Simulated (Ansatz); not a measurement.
# Calculations on Si16O

Part 1: Relaxation

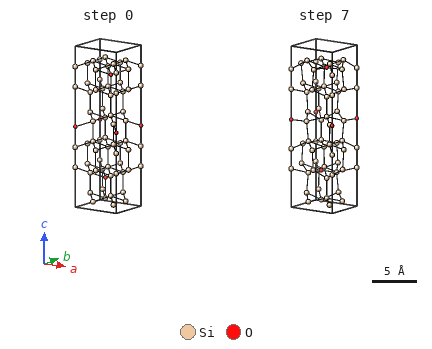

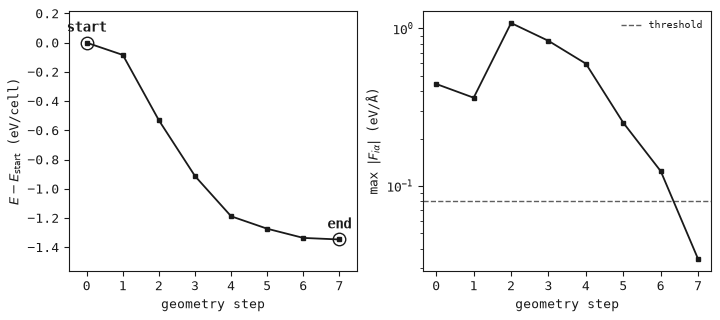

First and last geometry of a relaxation of a defect cell of composition Si16O, with the history of the run. Style: ball-and-stick. Shown: the conventional cell (3 times the calculation's cell) (origin shifted), slightly off an axis. Lengths and directions refer to the drawn axes.

It is an interstitial O in diamond Si. The run prepares the start of a later molecular dynamics calculation, from a guessed geometry.

The calculation used DFT PBEsol, scalar-relativistic, plane waves, PAW in Ansatz.

Input
```yaml
crystal:
  lattice:
    - [0.0, 5.43, 5.43]
    - [5.43, 0.0, 5.43]
    - [5.43, 5.43, 0.0]
  atoms:
    - { symbol: Si, position: [0.0, 0.0, 0.0] }
    - { symbol: Si, position: [0.125, 0.125, 0.125] }
    - { symbol: Si, position: [0.0, 0.0, 0.5] }
    - { symbol: Si, position: [0.125, 0.125, 0.625] }
    - { symbol: Si, position: [0.0, 0.5, 0.0] }
    - { symbol: Si, position: [0.125, 0.625, 0.125] }
    - { symbol: Si, position: [0.0, 0.5, 0.5] }
    - { symbol: Si, position: [0.125, 0.625, 0.625] }
    - { symbol: Si, position: [0.5, 0.0, 0.0] }
    - { symbol: Si, position: [0.625, 0.125, 0.125] }
    - { symbol: Si, position: [0.5, 0.0, 0.5] }
    - { symbol: Si, position: [0.625, 0.125, 0.625] }
    - { symbol: Si, position: [0.5, 0.5, 0.0] }
    - { symbol: Si, position: [0.625, 0.625, 0.125] }
    - { symbol: Si, position: [0.5, 0.5, 0.5] }
    - { symbol: Si, position: [0.625, 0.625, 0.625] }
    - { symbol: O, position: [0.8683977, 0.8729306, 0.3830994], spin: 1.0 }
magnetization:
  spin_polarized: true
basis:
  ecutwfc: 420.0
kpoints:
  mp_grid: { grid: [2, 2, 2] }
hamiltonian:
  xc: pbesol
scf:
  occupations: { method: fermi_dirac, width: 0.05 }
  lower_state_search: "off"
relax:
  f_tol: 0.08
  max_steps: 25
  adjacent_minimum: "off"
```

Launched with:
```bash
ansatz run input.yaml --threads 1 --pin off --max-ram 3072MiB --backend cpu --events-out ev --progress --plain --runs-dir out
```

### What do the curves and the structures tell?

It converged. Over 7 geometry steps the energy falls by 1.347 eV per cell of the calculation. Largest force component: 0.44 eV/Å at the start, 0.034 eV/Å at the end. The atom that moves furthest is O17 (0.83 Å along +c). Largest moves by element: O 0.83 Å, Si 0.31 Å. The cell stays as it was. Among the contacts that change: Si1–O17 2.402 → 3.411 Å, Si3–O17 2.356 → 1.913 Å, Si7–O17 2.339 → 1.913 Å, Si11–O17 2.310 → 1.914 Å. Bond angles that change, for instance: Si3–Si8–Si7 109.5° → 87.8°, Si8–Si3–Si12 109.5° → 125.9°, Si5–Si8–Si15 109.5° → 122.6°. The program noted that the starting moments weren't kept. Cost: 2.3 min on 1 thread of Arm Neoverse V1, on a shared host, peak memory 0.69 GiB.

```tsv
step	E − E(0), meV/atom	largest force component, eV/Å
0	0.00	0.4445
1	-4.93	0.3636
2	-31.27	1.0833
3	-53.71	0.8346
4	-69.88	0.5978
5	-74.89	0.2520
6	-78.59	0.1243
7	-79.22	0.0344
```

Limits of the set-up: the k-point mesh is coarse for a cell with partly filled bands; the periodic images lie only 7.7 Å apart, so the values are limited by the cell's size.

Part 2: Dynamics

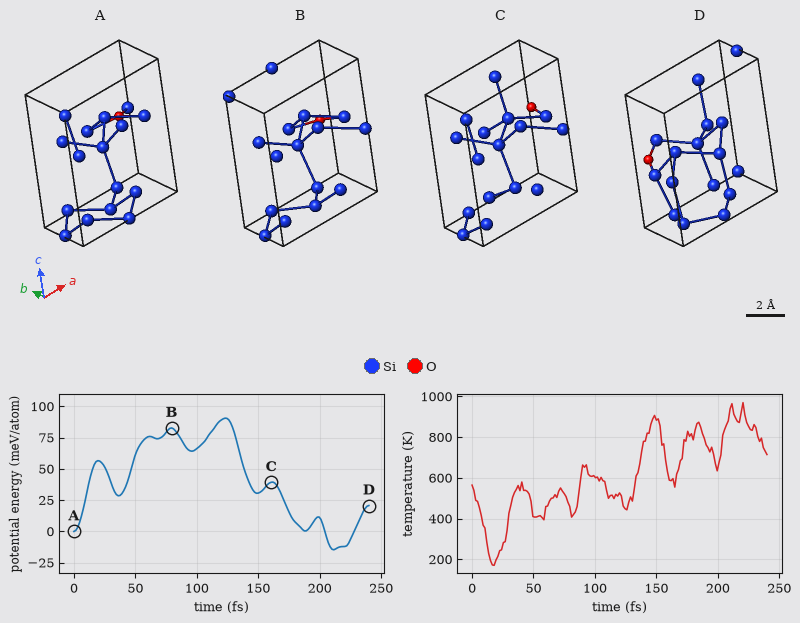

Molecular dynamics of Si with an interstitial O (17 atoms in the cell), 240 fs long. Frames (A at 0 fs, B at 80 fs, C at 160 fs, D at 240 fs) and the history of the run. Style: ball-and-stick. Shown: the reduced simulation cell, slightly off an axis. Atoms that leave the cell re-enter on the other side. Bonds to atoms that aren't drawn are left out. Lengths and directions refer to the drawn axes.

These are results of DFT PBEsol, scalar-relativistic, plane waves, PAW in Ansatz 0.2.0, not measurements. Settings: plane-wave cutoff 420 eV; k-point mesh 2 × 2 × 2; Fermi-Dirac smearing 0.05 eV; spin collinear; Langevin thermostat (NVT); set temperature 600 K; time step 1.5 fs; friction 0.01 per fs.

**What do the frames and curves show?**

In the second half of the run the atoms are, in the root-mean-square, this far from where they began (common drift taken out): O 1.04 Å, Si 0.30 Å. Against the typical shortest distance between atoms in the first frame, about 2.3 Å, the O atoms wander away from their sites and keep going, while the Si atoms only vibrate. Bond changes: one O–Si bond forms at about 123 fs; 2 O–Si bonds break between 136 fs and 220 fs; one Si–Si bond breaks at about 220 fs. The mean temperature in the second half is 752 K (standard deviation 132 K). The potential energy is still drifting at the end, so the run hasn't reached equilibrium. The potential energy in the second half lies on average 23.4 meV per atom above the first frame.

Limits of the set-up: the periodic images lie only 7.7 Å apart, so the values are limited by the cell's size.

Cost: 19 min on 1 thread of Arm Neoverse V1, on a shared host, peak memory 0.7 GiB.

Part 3: Dynamics

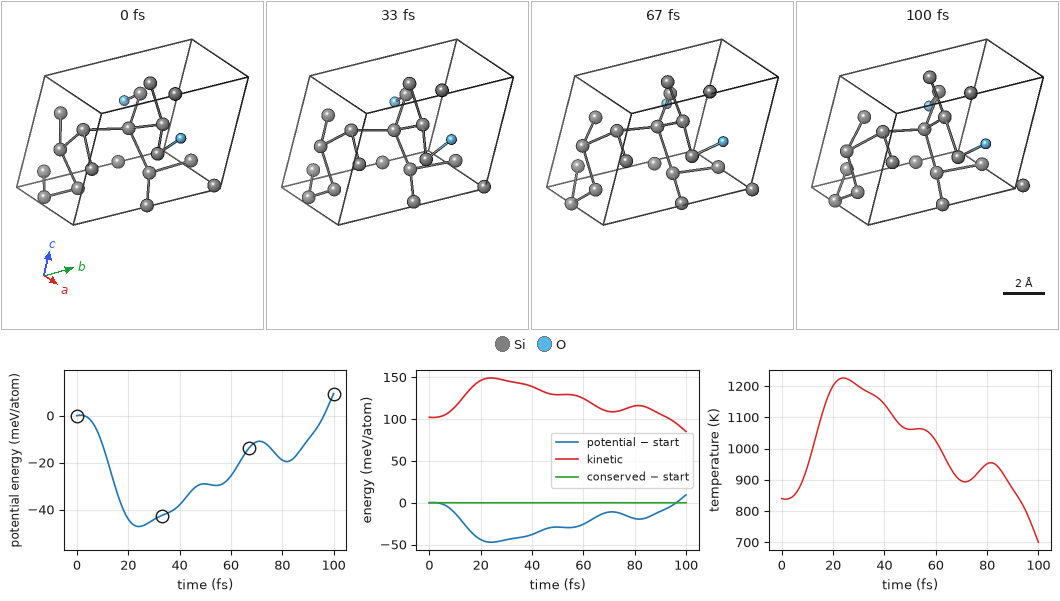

A Born-Oppenheimer molecular dynamics run of Si with an interstitial O (17 atoms in the cell), 100 fs long. It starts from the last geometry of an earlier run, with fresh velocities. Frames and the history of the run. A ball-and-stick model of the reduced simulation cell, seen slightly off an axis. Bonds to atoms that aren't drawn are left out. Lengths and directions refer to the drawn axes.

The calculation used DFT PBEsol, scalar-relativistic, plane waves, PAW in Ansatz. Set-up: plane-wave cutoff 420 eV; k-point mesh 2 × 2 × 2; Fermi-Dirac smearing 0.05 eV; spin collinear; Nosé-Hoover thermostat (NVT); set temperature 840 K; time step 1 fs; thermostat time 200.0 fs.

Question: What do the frames and curves show?

Answer: Root-mean-square distances from the starting positions over the second half, with the common drift of all atoms taken out: O 0.84 Å, Si 0.47 Å. The run lasts only 100 fs, too short to tell vibration from diffusion. The mean temperature in the second half is 928 K (standard deviation 92 K). The potential energy is still drifting at the end, so the run hasn't reached equilibrium. The potential energy in the second half lies on average 15.6 meV per atom below the first frame. The conserved quantity stays between −0.042 and 0.017 meV per atom of its start. A straight-line fit has a slope that amounts to −0.0087 meV per atom over 100 fs (under 0.1 % of the mean kinetic energy), and the ripple about it is under 0.1 % of the kinetic energy's fluctuation. With a drift under 2 % and a ripple under 7 %, the integration is accurate.

Limits of the set-up: the periodic images lie only 7.7 Å apart, so the values are limited by the cell's size.

Cost: 28 min on 1 thread of Arm Neoverse V1, with other jobs on the host, peak memory 0.68 GiB.
